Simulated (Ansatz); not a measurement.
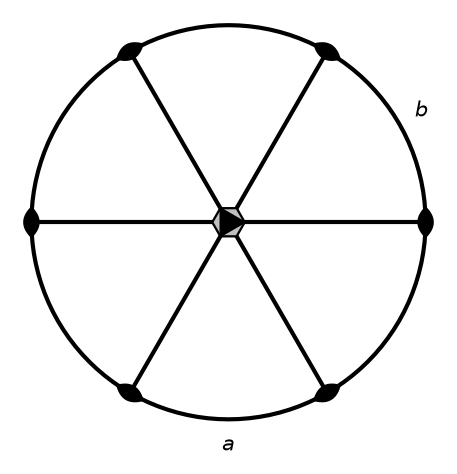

Stereographic projection: heavy lines are mirror planes (a heavy rim: a mirror in the plane of the page); lens, triangle, square and hexagon are 2-, 3-, 4- and 6-fold axes, a lens in an open square is −4, a triangle in an open hexagon −6; thin dashed diameters join the ends of axes that lie in the page; a small open circle marks inversion. The c axis points at the viewer. Computed from the symmetry operations of a computed or model structure of composition BN, which need not be its known form.

Question: Which point group is this?

Answer: -6m2 (D3h), order 12, hexagonal system: one −6 axis, three twofold axes, four mirror planes.

Question: Can such a crystal be piezoelectric, pyroelectric or chiral?

Answer: It is not centrosymmetric; not polar, but piezoelectricity is allowed; it is not chiral.
